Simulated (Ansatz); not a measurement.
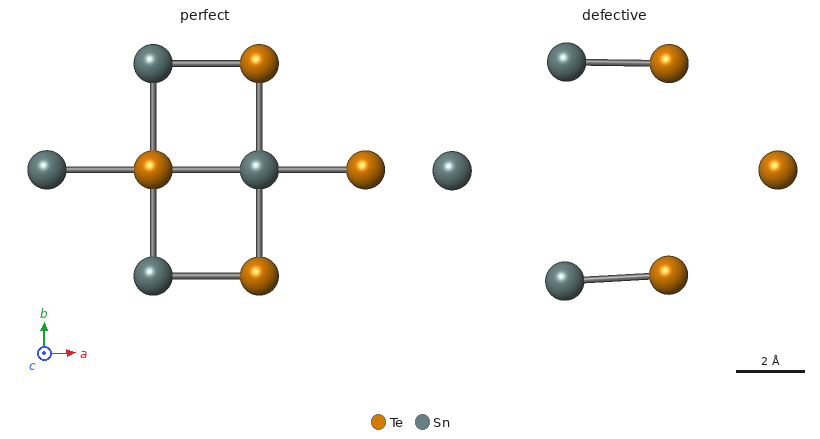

Left: perfect SnTe. Right: the same region with a pair of point defects, after relaxing the atoms in a supercell of 64 sites. Style: ball-and-stick. Shown: the atoms within 5.4 Å of one point, in a slice 4.2 Å thick across the line of sight, along the c axis.

Level of theory: Ansatz, DFT, PBEsol, PAW, plane waves. Set-up: plane-wave cutoff 420 eV; k-point mesh 1 × 1 × 1; mesh shifted by (0.25, 0.25, 0.25); collinear spin. Fermi-Dirac smearing of 0.01 eV. The axes drawn are those of the host's conventional cell.

**Which defect is it?**

A tin atom is taken out (a vacancy) and a tellurium atom is taken out (a vacancy), the two sites 3.1 Å apart.

The charge state of the cell is 0.

**What does the relaxation do around it?**

Around the empty Sn site the host had 6 Te at 3.14 Å; after relaxation the nearest atoms are 5 Te at 3.12 to 3.21 Å. Around the empty Te site the host had 6 Sn at 3.14 Å; after relaxation the nearest atoms are 5 Sn at 3.19 to 3.29 Å. Of the host's atoms, a tin atom moves furthest from its site, by 0.16 Å. The cell ends without a net magnetic moment.
